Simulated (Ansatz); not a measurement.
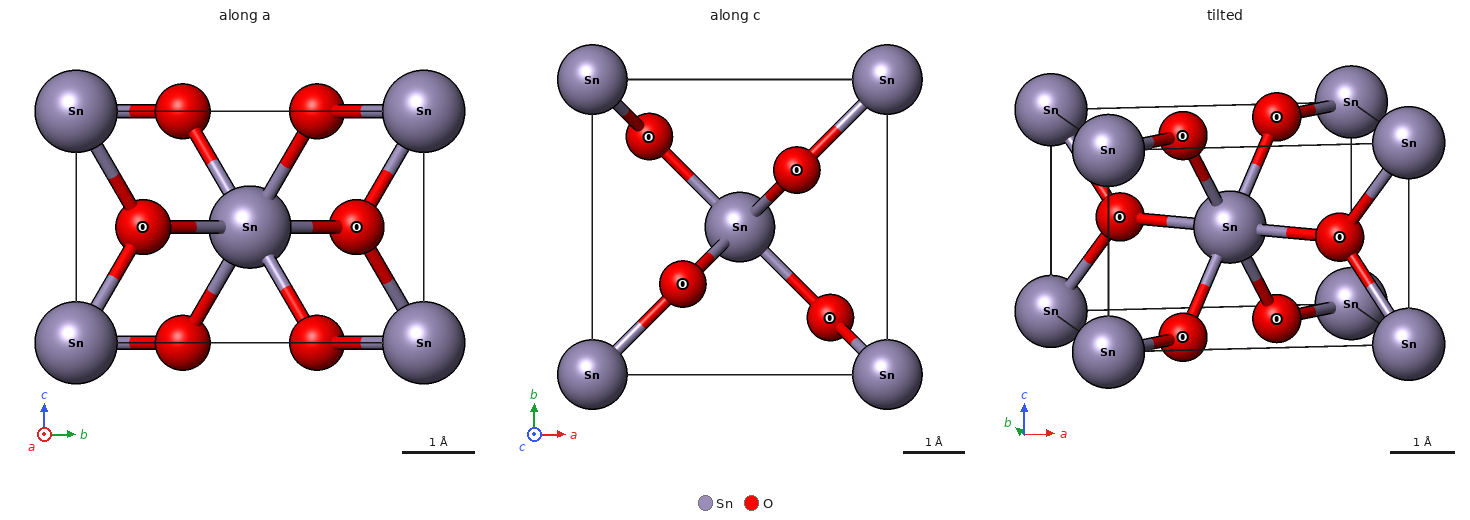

Drawn in the ball-and-stick manner and seen along the a axis, along the c axis and slightly off an axis. Lines trace the edges of the conventional unit cell.

Cell constants: a = 4.84 Å, b = 4.84 Å, c = 3.22 Å, α = 90.00°, β = 90.00°, γ = 90.00°.

What composition does the cell have?

SnO$_{2}$. The cell holds 2 Sn, 4 O, counting shared atoms by their share.

Which space group does it belong to?

P4_2/mnm (No. 136), with Sn on 2a and O on 4f.

Which known structure type is this?

Rutile.

Give the coordination environment of Sn.

Each Sn has six O in a distorted octahedral arrangement at about 2.1 Å.

What is the coordination of O?

Three Sn at about 2.1 Å.

The structure comes from a structure type known for this compound. It was relaxed at fixed volume with Ansatz, DFT r2SCAN, scalar-relativistic, plane waves, PAW.

At this level of theory the run's own cell isn't at rest (stretched, at -7 GPa), so its distances can differ from those at equilibrium, the more so the softer the solid.
